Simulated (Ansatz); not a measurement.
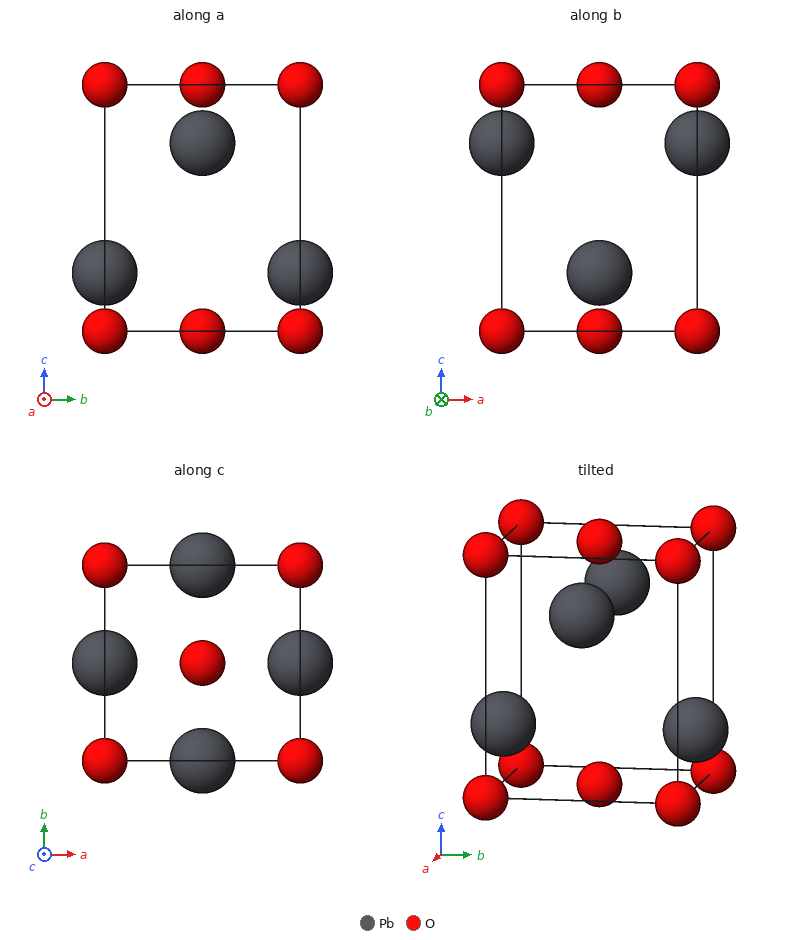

The crystal in a spheres-only representation, seen along the a axis, along the b axis, along the c axis and slightly off an axis. The edges of the conventional unit cell are marked.

Lattice parameters: a = 3.9781 Å, b = 3.9781 Å, c = 5.0127 Å, α = 90.000°, β = 90.000°, γ = 90.000°.

Q: Convert the drawing into a CIF in P1 with every atom of the cell, with free fractional coordinates to two decimals.

A:
```cif
data_structure
_symmetry_space_group_name_H-M 'P 1'
_symmetry_Int_Tables_number 1
_cell_length_a 3.9781
_cell_length_b 3.9781
_cell_length_c 5.0127
_cell_angle_alpha 90.000
_cell_angle_beta 90.000
_cell_angle_gamma 90.000
_cell_volume 79.33
loop_
_atom_site_label
_atom_site_type_symbol
_atom_site_fract_x
_atom_site_fract_y
_atom_site_fract_z
_atom_site_occupancy
Pb1 Pb 0.50 0.00 0.24 1
Pb2 Pb 0.00 0.50 0.76 1
O1 O 0.00 0.00 0.00 1
O2 O 0.50 0.50 0.00 1
```

It goes back to a structure type known for this compound. Earlier steps of the study may have refined or changed the cell and positions. It went into a calculation with Ansatz.
